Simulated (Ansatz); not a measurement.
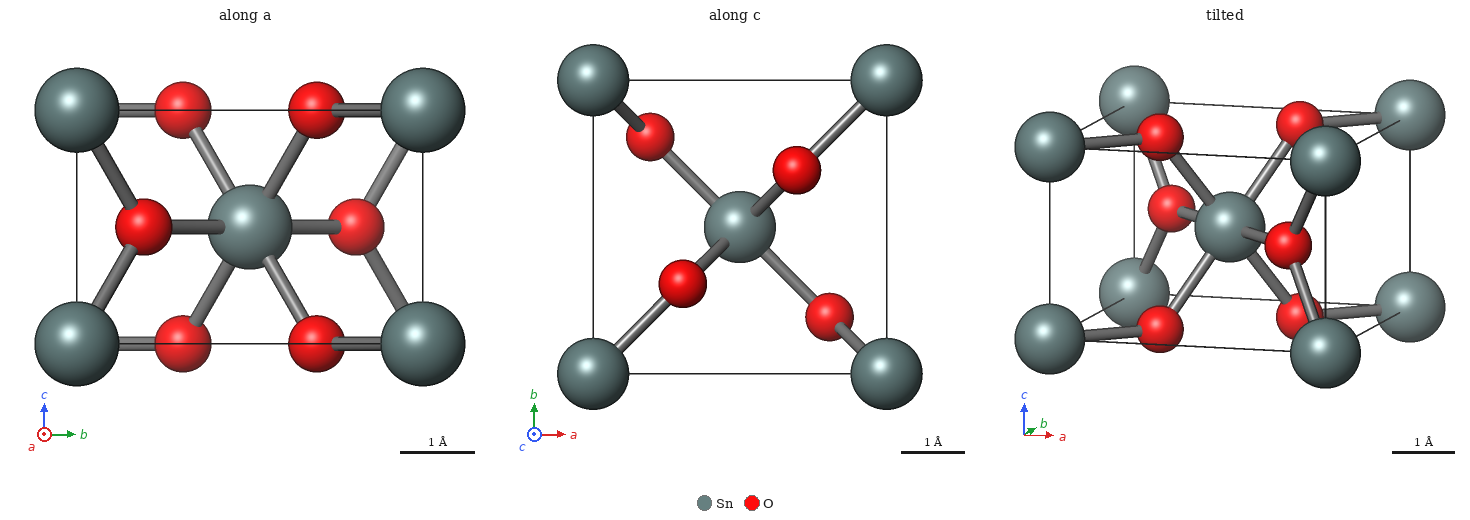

We look at a ball-and-stick model of the crystal along the a axis, along the c axis and slightly off an axis. Thin lines show the unit cell, with boundary atoms drawn in all their periodic places. Cell: a = 4.721 Å, b = 4.724 Å, c = 3.190 Å, α = 90.00°, β = 90.00°, γ = 90.00°.

The stoichiometry is SnO2. Within 0.01 Å the space group is P4_2/mnm (No. 136), primitive tetragonal: rutile. The cell comprises 2 formula units: 2 Sn, 4 O. Sn is linked to six O in a distorted octahedral arrangement at about 2.0 Å. Around each O lie three Sn at about 2.0 Å. The bonds build a three-dimensional framework.

The structure comes from a structure listed in the Materials Project. Earlier steps of the study may have refined or changed the cell and positions. A calculation with Ansatz used it as input.
